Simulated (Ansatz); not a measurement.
**GaP: geometry relaxation (part 1 of 2)**

- system: GaP (F-43m, 2 atoms in the cell)
- method: DFT, PBE, plane waves, PAW, no spin polarisation (Ansatz 0.2.0)

The structure derives from an entry of the Crystallography Open Database. Figures and captions count atoms from 1; the log counts them from 0 in places.

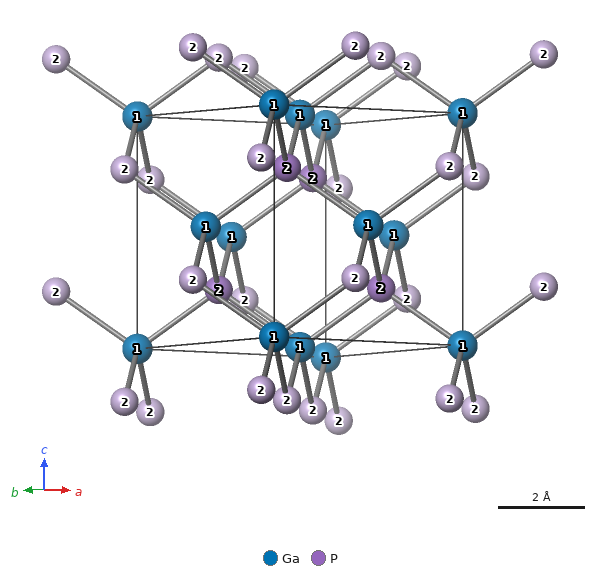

**Figure 1.** The structure as given in the input (ball-and-stick view of the cell 4 times as large as that of the calculation, set on its symmetry axes, seen at an oblique angle; neighbours outside the cell are drawn fainter; atoms are numbered from 1 in the order of the input). Near neighbours in the crystal (not all of them lie inside the picture): Ga has 4 P at 2.36 Å; P has 4 Ga at 2.36 Å.

**The input**
```yaml
crystal:
  lattice:
    - [0.0, 2.72525, 2.72525]
    - [2.72525, 0.0, 2.72525]
    - [2.72525, 2.72525, 0.0]
  atoms:
    - { symbol: Ga, position: [0.0, 0.0, 0.0] }
    - { symbol: P, position: [0.25, 0.25, 0.25] }
basis:
  ecutwfc: 240.0
kpoints:
  mp_grid: { grid: [8, 8, 8] }
hamiltonian:
  xc: pbe
scf:
  occupations: { method: gaussian, width: 0.02 }
output:
  forces: true
  stress: true
  eigenvalues: true
  write_density: true
  write_potential: true
  elf: true
  volumetric_format: npy
relax:
  adjacent_minimum: "off"
  f_tol: 0.005
  max_steps: 80
  cell: { stress_tol: 0.05 }
```

Machine: 1 thread of Arm Neoverse V1, 24 GiB of memory available, shared host.

Launched with:
```bash
ansatz run input.yaml --threads 1 --pin off --max-ram 2560MiB --backend cpu --events-out ev --progress --plain --runs-dir out
```

**Output**
```
Warning: basis.ecutwfc = 240 eV is below the records' recommended 420 eV, and the density's cutoff is lower with it unless basis.ecutrho_ratio is high enough to keep the records' density cutoff: compare with a run at a higher cutoff
Engine: ansatz 0.2.0, aarch64-unknown-linux-gnu
Pseudopotentials: kind: paw
Pseudopotential: Ga, paw, valence charge 13, recommended cutoff 420 eV (normal), Ga.paw.azcp
Pseudopotential: P, paw, valence charge 5, recommended cutoff 420 eV (normal), P.paw.azcp
Functional definition: PBE
  parameter kappa = 0.804
  parameter beta = 0.06672455060314922
  exchange = pbe_x(kappa = kappa, mu = beta*pi^2/3)
  correlation = pbe_c(beta = beta)
Crystal: 2 atoms, lattice volume = 40.481 Å³
Basis set: ecut = 240 eV, 331 PW (Γ), exchange–correlation on 40×40×40 points (8 copies of the dense FFT grid, shifted against one another)
Bands: 13, of which v1, the nominal top of the filled ones, is band 9 counted from 1 (8 counted from 0)
Symmetry: 24 space group operations
Space group: F-43m (ITA 216), of the structure as read, at distance tolerance 3.4e-5 Å
k-points: 29 of 512 (time reversal used)
Non-local potential: Ga, projectors of the file, l = 0: 2, l = 1: 2, l = 2: 3, l = 3: 1
Non-local potential: P, projectors of the file, l = 0: 2, l = 1: 2, l = 2: 2
PAW form: soft (Blöchl's): semilocal exchange-correlation on the pseudo side does not see the compensation charge
PAW one-centre angular grid: Ga, 590 points (default); XC on 64 Gauss nodes
PAW one-centre angular grid: P, 110 points (default); XC on 64 Gauss nodes
Initial density: superposition of atomic densities (neutral atoms: chi_scale 0, normalization atom), corrected by the library's trained network
Initial wavefunctions: pseudopotential atomic-orbital guess
Functional: x = pbe(κ = 0.804, μ = 0.2195149727645171), c = pbe(β = 0.06672455060314922)
SCF iter   1: F=—  HF=-4537.711081 eV  |F-HF|=—  |Δ(HF+E_count)|=         —  Δρ=1.24e-2  dr2=2.56e-2  ethr=1.77e-3  ⟨swp⟩=5.7  Hψ=2310  notcnv=0
preconditioner: auto → none  [insulator: Δε(μ)=1.631 eV  Ē_g=15.484 eV  σ=0.020 eV  W_gap=1.00  n_scr=14 (ndim 8)  ℏωp=24.8 eV  f_vac=0.030  D(μ)=0.00/eV (n_scr^D=0)  ε∞_Penn≈3.6]
SCF iter   2: F=—  HF=-4537.423648 eV  |F-HF|=—  |Δ(HF+E_count)|=   2.87e-1  Δρ=1.49e-2  dr2=6.10e-2  ethr=1.42e-4  ⟨swp⟩=3.9  Hψ=1236  notcnv=0
SCF iter   3: F=—  HF=-4537.410559 eV  |F-HF|=—  |Δ(HF+E_count)|=   1.31e-2  Δρ=5.19e-3  dr2=5.73e-3  ethr=1.42e-4  ⟨swp⟩=3.5  Hψ=764  notcnv=0
SCF iter   4: F=—  HF=-4537.409359 eV  |F-HF|=—  |Δ(HF+E_count)|=   1.20e-3  Δρ=1.37e-3  dr2=1.26e-3  ethr=3.18e-5  ⟨swp⟩=2.4  Hψ=765  notcnv=0
SCF iter   5: F=—  HF=-4537.408926 eV  |F-HF|=—  |Δ(HF+E_count)|=   4.33e-4  Δρ=1.82e-4  dr2=1.13e-5  ethr=6.97e-6  ⟨swp⟩=2.0  Hψ=600  notcnv=0
SCF iter   6: F=—  HF=-4537.408968 eV  |F-HF|=—  |Δ(HF+E_count)|=   4.20e-5  Δρ=2.13e-5  dr2=1.15e-7  ethr=6.27e-8  ⟨swp⟩=2.4  Hψ=529  notcnv=0
SCF iter   7: F=-4537.408968 eV  HF=-4537.408968 eV  |F-HF|=1.59e-9  |Δ(HF+E_count)|=   5.19e-8  Δρ=2.40e-6  dr2=2.92e-9  ethr=5.56e-10  ⟨swp⟩=9.2  Hψ=2525  notcnv=0
SCF 1 converged in 7 iterations: F = -4537.408968 eV  dr2 = 2.92e-9
  greatest PAW one-centre occupation: 0.993 electrons in one spin orbital (limit 2), on the Ga atom at site 0 (counted from 0), in its partial waves of l = 2
relax step   1: F+E_penalty+E_count = -4537.40896819 eV  Δ(F+E_penalty+E_count) = +0.000e0 eV  max|allowed force component| = 2.313e-16 eV/Å  Δτ_max = 0.0000 Å  P = +2.430 GPa  Ω = 40.481 Å³  (7 SCF iters, dr2 threshold 1.00e-7 eV, accepted)
Crystal: 2 atoms, lattice volume = 41.307 Å³
Basis set: ecut = 240 eV, 339 PW (Γ), exchange–correlation on 40×40×40 points (8 copies of the dense FFT grid, shifted against one another)
Initial density: handed on by an earlier stage of this run
Initial wavefunctions: those handed on with the density
iter 1 solved again at ethr=5.91e-6 eV; its pass at ethr=3.10e-3 eV (dr2=1.06e-3 eV) is discarded
SCF iter   1: F=—  HF=-4537.141716 eV  |F-HF|=—  |Δ(HF+E_count)|=         —  Δρ=2.06e-3  dr2=1.17e-3  ethr=5.91e-6  ⟨swp⟩=2.7  Hψ=2623  notcnv=0
preconditioner: auto → none  [insulator: Δε(μ)=1.616 eV  Ē_g=16.201 eV  σ=0.020 eV  W_gap=1.00  n_scr=14 (ndim 8)  ℏωp=24.5 eV  f_vac=0.034  D(μ)=0.00/eV (n_scr^D=0)  ε∞_Penn≈3.3]
SCF iter   2: F=—  HF=-4537.138508 eV  |F-HF|=—  |Δ(HF+E_count)|=   3.21e-3  Δρ=1.21e-3  dr2=4.25e-4  ethr=5.91e-6  ⟨swp⟩=2.0  Hψ=754  notcnv=0
SCF iter   3: F=—  HF=-4537.138455 eV  |F-HF|=—  |Δ(HF+E_count)|=   5.32e-5  Δρ=4.86e-4  dr2=5.41e-5  ethr=2.36e-6  ⟨swp⟩=2.2  Hψ=467  notcnv=0
SCF iter   4: F=—  HF=-4537.138511 eV  |F-HF|=—  |Δ(HF+E_count)|=   5.67e-5  Δρ=1.49e-4  dr2=1.49e-5  ethr=3.01e-7  ⟨swp⟩=2.1  Hψ=629  notcnv=0
SCF iter   5: F=-4537.138507 eV  HF=-4537.138507 eV  |F-HF|=2.99e-8  |Δ(HF+E_count)|=   4.83e-6  Δρ=1.34e-5  dr2=7.83e-8  ethr=1.11e-9  ⟨swp⟩=9.0  Hψ=2936  notcnv=0
SCF 2 converged in 5 iterations: F = -4537.138507 eV  dr2 = 7.83e-8
relax step   2: F+E_penalty+E_count = -4537.13850662 eV  Δ(F+E_penalty+E_count) = +2.705e-1 eV  max|allowed force component| = 1.966e-17 eV/Å  Δτ_max = 0.0000 Å  P = -4.502 GPa  Ω = 41.307 Å³  energy of the carried Pulay correction = -2.651e-1 eV  (5 SCF iters, dr2 threshold 2.00e-7 eV, rejected (line search))
[... from here on the SCF iterations and repeated set-up lines of each step are left out, up to the last step ...]
SCF 3 converged in 7 iterations: F = -4537.318826 eV  dr2 = 6.19e-12
relax step   3: F+E_penalty+E_count = -4537.31882612 eV  Δ(F+E_penalty+E_count) = +9.014e-2 eV  max|allowed force component| = 1.156e-16 eV/Å  Δτ_max = 0.0000 Å  P = +0.014 GPa  Ω = 40.767 Å³  energy of the carried Pulay correction = -9.232e-2 eV  (7 SCF iters, accepted)
SCF 4 converged in 7 iterations: F = -4537.424683 eV  dr2 = 1.34e-12
relax step   4: F+E_penalty+E_count = -4537.42468325 eV  Δ(F+E_penalty+E_count) = -1.059e-1 eV  max|allowed force component| = 1.527e-16 eV/Å  Δτ_max = 0.0000 Å  P = +1.969 GPa  Ω = 40.767 Å³  stress off target by 1.97e0 GPa  SCF on the basis re-selected at this cell (its energy is not comparable with the rows above)  (7 SCF iters)
SCF 5 converged in 5 iterations: F = -4537.350800 eV  dr2 = 5.92e-9
relax step   5: F+E_penalty+E_count = -4537.35080048 eV  Δ(F+E_penalty+E_count) = +7.388e-2 eV  max|allowed force component| = 1.897e-16 eV/Å  Δτ_max = 0.0000 Å  P = +0.562 GPa  Ω = 41.002 Å³  energy of the carried Pulay correction = -7.574e-2 eV  (5 SCF iters, dr2 threshold 2.00e-7 eV, accepted)
SCF 6 converged in 4 iterations: F = -4537.320401 eV  dr2 = 1.87e-7
relax step   6: F+E_penalty+E_count = -4537.32040108 eV  Δ(F+E_penalty+E_count) = +3.040e-2 eV  max|allowed force component| = 7.864e-17 eV/Å  Δτ_max = 0.0000 Å  P = -0.003 GPa  Ω = 41.096 Å³  energy of the carried Pulay correction = -1.063e-1 eV  (4 SCF iters, dr2 threshold 2.00e-7 eV, accepted)
SCF 7 converged in 7 iterations: F = -4537.455639 eV  dr2 = 1.86e-12
relax step   7: F+E_penalty+E_count = -4537.45563885 eV  Δ(F+E_penalty+E_count) = -1.352e-1 eV  max|allowed force component| = 6.014e-17 eV/Å  Δτ_max = 0.0000 Å  P = +1.424 GPa  Ω = 41.096 Å³  stress off target by 1.42e0 GPa  SCF on the basis re-selected at this cell (its energy is not comparable with the rows above)  (7 SCF iters)
SCF 8 converged in 5 iterations: F = -4537.380741 eV  dr2 = 6.04e-9
relax step   8: F+E_penalty+E_count = -4537.38074107 eV  Δ(F+E_penalty+E_count) = +7.490e-2 eV  max|allowed force component| = 1.619e-16 eV/Å  Δτ_max = 0.0000 Å  P = +0.020 GPa  Ω = 41.335 Å³  energy of the carried Pulay correction = -7.598e-2 eV  (5 SCF iters, dr2 threshold 2.00e-7 eV, accepted)
SCF 9 converged in 8 iterations: F = -4537.437070 eV  dr2 = 4.69e-12
relax step   9: F+E_penalty+E_count = -4537.43707028 eV  Δ(F+E_penalty+E_count) = -5.633e-2 eV  max|allowed force component| = 1.434e-16 eV/Å  Δτ_max = 0.0000 Å  P = +1.144 GPa  Ω = 41.335 Å³  stress off target by 1.14e0 GPa  SCF on the basis re-selected at this cell (its energy is not comparable with the rows above)  (8 SCF iters)
SCF 10 converged in 5 iterations: F = -4537.375013 eV  dr2 = 4.08e-9
relax step  10: F+E_penalty+E_count = -4537.37501275 eV  Δ(F+E_penalty+E_count) = +6.206e-2 eV  max|allowed force component| = 1.342e-16 eV/Å  Δτ_max = 0.0000 Å  P = +0.003 GPa  Ω = 41.532 Å³  energy of the carried Pulay correction = -6.276e-2 eV  (5 SCF iters, dr2 threshold 2.00e-7 eV, accepted)
SCF 11 converged in 6 iterations: F = -4537.437079 eV  dr2 = 1.93e-11
relax step  11: F+E_penalty+E_count = -4537.43707897 eV  Δ(F+E_penalty+E_count) = -6.207e-2 eV  max|allowed force component| = 1.804e-16 eV/Å  Δτ_max = 0.0000 Å  P = +0.848 GPa  Ω = 41.532 Å³  stress off target by 8.48e-1 GPa  SCF on the basis re-selected at this cell (its energy is not comparable with the rows above)  (6 SCF iters)
SCF 12 converged in 5 iterations: F = -4537.390721 eV  dr2 = 2.26e-9
relax step  12: F+E_penalty+E_count = -4537.39072117 eV  Δ(F+E_penalty+E_count) = +4.636e-2 eV  max|allowed force component| = 1.989e-16 eV/Å  Δτ_max = 0.0000 Å  P = +0.006 GPa  Ω = 41.679 Å³  energy of the carried Pulay correction = -4.675e-2 eV  (5 SCF iters, dr2 threshold 2.00e-7 eV, accepted)
SCF 13 converged in 6 iterations: F = -4537.435661 eV  dr2 = 9.16e-12
relax step  13: F+E_penalty+E_count = -4537.43566147 eV  Δ(F+E_penalty+E_count) = -4.494e-2 eV  max|allowed force component| = 2.267e-16 eV/Å  Δτ_max = 0.0000 Å  P = +0.668 GPa  Ω = 41.679 Å³  stress off target by 6.68e-1 GPa  SCF on the basis re-selected at this cell (its energy is not comparable with the rows above)  (6 SCF iters)
SCF 14 converged in 5 iterations: F = -4537.398635 eV  dr2 = 1.44e-9
relax step  14: F+E_penalty+E_count = -4537.39863512 eV  Δ(F+E_penalty+E_count) = +3.703e-2 eV  max|allowed force component| = 7.864e-17 eV/Å  Δτ_max = 0.0000 Å  P = +0.001 GPa  Ω = 41.796 Å³  energy of the carried Pulay correction = -3.727e-2 eV  (5 SCF iters, dr2 threshold 2.00e-7 eV, accepted)
SCF 15 converged in 6 iterations: F = -4537.461304 eV  dr2 = 1.93e-11
relax step  15: F+E_penalty+E_count = -4537.46130399 eV  Δ(F+E_penalty+E_count) = -6.267e-2 eV  max|allowed force component| = 6.014e-17 eV/Å  Δτ_max = 0.0000 Å  P = +0.386 GPa  Ω = 41.796 Å³  stress off target by 3.86e-1 GPa  SCF on the basis re-selected at this cell (its energy is not comparable with the rows above)  (6 SCF iters)
SCF 16 converged in 4 iterations: F = -4537.440029 eV  dr2 = 9.57e-8
relax step  16: F+E_penalty+E_count = -4537.44002865 eV  Δ(F+E_penalty+E_count) = +2.128e-2 eV  max|allowed force component| = 2.082e-16 eV/Å  Δτ_max = 0.0000 Å  P = +0.001 GPa  Ω = 41.864 Å³  energy of the carried Pulay correction = -2.136e-2 eV  (4 SCF iters, dr2 threshold 2.00e-7 eV, accepted)
SCF 17 converged in 5 iterations: F = -4537.440029 eV  dr2 = 8.78e-13
relax step  17: F+E_penalty+E_count = -4537.44002870 eV  Δ(F+E_penalty+E_count) = -4.644e-8 eV  max|allowed force component| = 1.989e-16 eV/Å  Δτ_max = 0.0000 Å  P = +0.340 GPa  Ω = 41.864 Å³  stress off target by 3.40e-1 GPa  SCF on the basis re-selected at this cell (its energy is not comparable with the rows above)  (5 SCF iters)
SCF 18 converged in 4 iterations: F = -4537.421058 eV  dr2 = 7.52e-8
relax step  18: F+E_penalty+E_count = -4537.42105831 eV  Δ(F+E_penalty+E_count) = +1.897e-2 eV  max|allowed force component| = 5.089e-17 eV/Å  Δτ_max = 0.0000 Å  P = -0.000 GPa  Ω = 41.925 Å³  energy of the carried Pulay correction = -1.903e-2 eV  (4 SCF iters, dr2 threshold 2.00e-7 eV, accepted)
SCF 19 converged in 6 iterations: F = -4537.438781 eV  dr2 = 1.44e-12
relax step  19: F+E_penalty+E_count = -4537.43878051 eV  Δ(F+E_penalty+E_count) = -1.772e-2 eV  max|allowed force component| = 8.442e-17 eV/Å  Δτ_max = 0.0000 Å  P = +0.198 GPa  Ω = 41.925 Å³  stress off target by 1.98e-1 GPa  SCF on the basis re-selected at this cell (its energy is not comparable with the rows above)  (6 SCF iters)
SCF 20 converged in 4 iterations: F = -4537.427758 eV  dr2 = 2.67e-8
relax step  20: F+E_penalty+E_count = -4537.42775776 eV  Δ(F+E_penalty+E_count) = +1.102e-2 eV  max|allowed force component| = 6.361e-17 eV/Å  Δτ_max = 0.0000 Å  P = +0.000 GPa  Ω = 41.960 Å³  energy of the carried Pulay correction = -1.104e-2 eV  (4 SCF iters, dr2 threshold 9.77e-8 eV, accepted)
SCF 21 converged in 6 iterations: F = -4537.458309 eV  dr2 = 5.17e-12
relax step  21: F+E_penalty+E_count = -4537.45830871 eV  Δ(F+E_penalty+E_count) = -3.055e-2 eV  max|allowed force component| = 9.483e-17 eV/Å  Δτ_max = 0.0000 Å  P = +0.082 GPa  Ω = 41.960 Å³  stress off target by 8.21e-2 GPa  SCF on the basis re-selected at this cell (its energy is not comparable with the rows above)  (6 SCF iters)
SCF 22 converged in 4 iterations: F = -4537.453758 eV  dr2 = 4.56e-9
relax step  22: F+E_penalty+E_count = -4537.45375751 eV  Δ(F+E_penalty+E_count) = +4.551e-3 eV  max|allowed force component| = 4.163e-17 eV/Å  Δτ_max = 0.0000 Å  P = +0.001 GPa  Ω = 41.974 Å³  energy of the carried Pulay correction = -4.555e-3 eV  (4 SCF iters, dr2 threshold 1.69e-8 eV, accepted)
SCF 23 converged in 4 iterations: F = -4537.453758 eV  dr2 = 9.51e-13
relax step  23: F+E_penalty+E_count = -4537.45375751 eV  Δ(F+E_penalty+E_count) = -2.185e-9 eV  max|allowed force component| = 6.014e-17 eV/Å  Δτ_max = 0.0000 Å  P = +0.071 GPa  Ω = 41.974 Å³  stress off target by 7.14e-2 GPa  SCF on the basis re-selected at this cell (its energy is not comparable with the rows above)  (4 SCF iters)
SCF 24 converged in 4 iterations: F = -4537.449758 eV  dr2 = 3.52e-9
relax step  24: F+E_penalty+E_count = -4537.44975843 eV  Δ(F+E_penalty+E_count) = +3.999e-3 eV  max|allowed force component| = 6.014e-17 eV/Å  Δτ_max = 0.0000 Å  P = -0.000 GPa  Ω = 41.987 Å³  energy of the carried Pulay correction = -4.002e-3 eV  (4 SCF iters, dr2 threshold 1.28e-8 eV, accepted)
SCF 25 converged in 6 iterations: F = -4537.464101 eV  dr2 = 8.99e-13
relax step  25: F+E_penalty+E_count = -4537.46410096 eV  Δ(F+E_penalty+E_count) = -1.434e-2 eV  max|allowed force component| = 2.660e-17 eV/Å  Δτ_max = 0.0000 Å  P = +0.056 GPa  Ω = 41.987 Å³  stress off target by 5.59e-2 GPa  SCF on the basis re-selected at this cell (its energy is not comparable with the rows above)  (6 SCF iters)
SCF 26 converged in 4 iterations: F = -4537.460981 eV  dr2 = 2.14e-9
relax step  26: F+E_penalty+E_count = -4537.46098138 eV  Δ(F+E_penalty+E_count) = +3.120e-3 eV  max|allowed force component| = 3.585e-17 eV/Å  Δτ_max = 0.0000 Å  P = -0.000 GPa  Ω = 41.997 Å³  energy of the carried Pulay correction = -3.121e-3 eV  (4 SCF iters, dr2 threshold 7.82e-9 eV, accepted)
iter 1 solved again at ethr=7.80e-8 eV; its pass at ethr=3.10e-3 eV (dr2=1.40e-5 eV) is discarded
SCF iter   1: F=—  HF=-4537.460923 eV  |F-HF|=—  |Δ(HF+E_count)|=         —  Δρ=1.95e-6  dr2=1.92e-9  ethr=7.80e-8  ⟨swp⟩=4.4  Hψ=3543  notcnv=0
eigensolver tolerance schedule: the retry pair's looser diagonalisation over-reported the residual by 7288.62 of it (diagonalisation noise at 0.22 of the residual, at the tolerance the schedule requests for it); recorded, not acted on — ethr = c·dr2/N_el stays at c = 1.0e-1
preconditioner: auto → none  [insulator: Δε(μ)=1.579 eV  Ē_g=16.137 eV  σ=0.020 eV  W_gap=1.00  n_scr=14 (ndim 8)  ℏωp=24.3 eV  f_vac=0.033  D(μ)=0.00/eV (n_scr^D=0)  ε∞_Penn≈3.3]
SCF iter   2: F=—  HF=-4537.460981 eV  |F-HF|=—  |Δ(HF+E_count)|=   5.79e-5  Δρ=5.63e-7  dr2=8.66e-11  ethr=1.07e-11  ⟨swp⟩=2.9  Hψ=748  notcnv=0
SCF iter   3: F=—  HF=-4537.460981 eV  |F-HF|=—  |Δ(HF+E_count)|=  1.18e-11  Δρ=3.61e-7  dr2=2.52e-11  ethr=1.00e-12  ⟨swp⟩=7.3  Hψ=2006  notcnv=0
SCF iter   4: F=-4537.460981 eV  HF=-4537.460981 eV  |F-HF|=9.09e-13  |Δ(HF+E_count)|=  3.64e-12  Δρ=3.66e-8  dr2=6.55e-13  ethr=1.00e-12  ⟨swp⟩=5.8  Hψ=1425  notcnv=0
SCF 27 converged in 4 iterations: F = -4537.460981 eV  dr2 = 6.55e-13
relax step  27: F+E_penalty+E_count = -4537.46098138 eV  Δ(F+E_penalty+E_count) = -1.024e-9 eV  max|allowed force component| = 5.089e-17 eV/Å  Δτ_max = 0.0000 Å  P = +0.049 GPa  Ω = 41.997 Å³  stress off target by 4.88e-2 GPa  SCF on the basis re-selected at this cell (its energy is not comparable with the rows above)  (4 SCF iters)
```

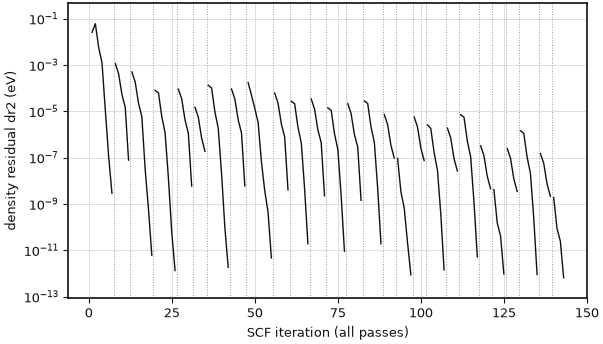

**Figure 2.** Convergence of the self-consistent field: density residual dr2 against the SCF iteration. The dotted lines part the SCF passes of the relaxation: geometry steps, rejected trials and re-solves on a re-selected basis. The 27 passes take 4 to 8 iterations each, 143 in all.
